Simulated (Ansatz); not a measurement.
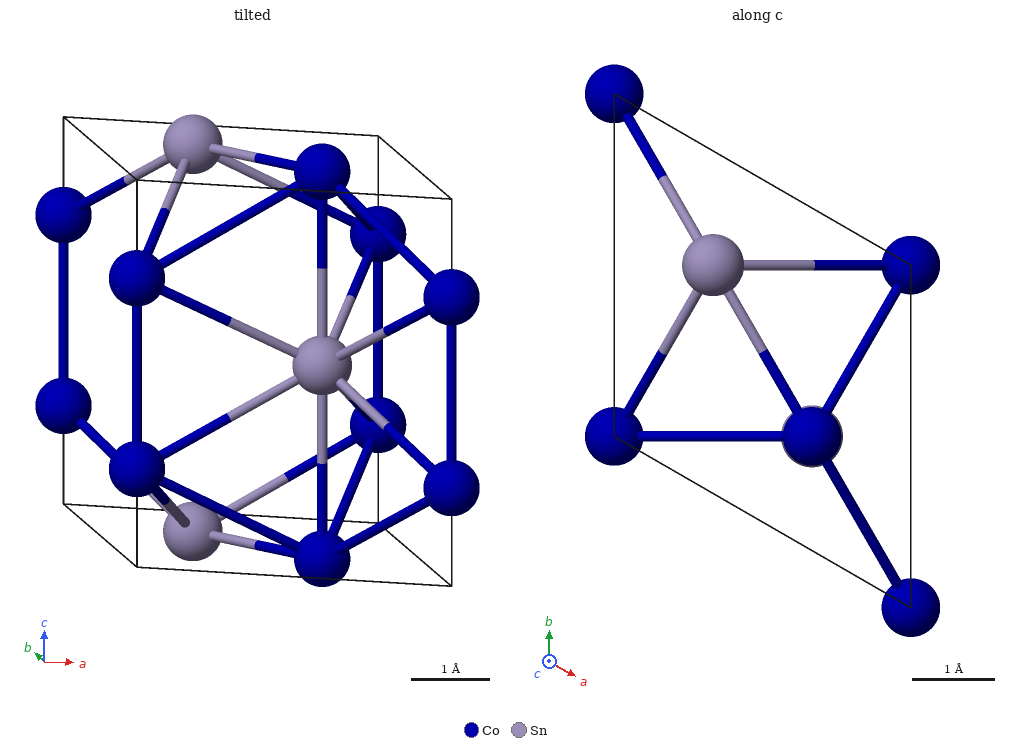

The figure gives a ball-and-stick picture of the atoms, viewed slightly off an axis and along the c axis. Lines trace the edges of the conventional unit cell. Cell: a = 4.223 Å, b = 4.223 Å, c = 5.067 Å, α = 90.00°, β = 90.00°, γ = 120.00°.

The material is Co3Sn2. The atoms follow space group P-6m2 (No. 187); the Bravais lattice is primitive hexagonal. Atoms per cell: 5 (3 Co, 2 Sn). By contacts within bonding range, the coordination numbers are Co 11 and Sn 8 to 9 (mean 8.5).

The structure comes from a structure listed in the Materials Project. Earlier steps of the study may have refined or changed the cell and positions. It went into a calculation with Ansatz.
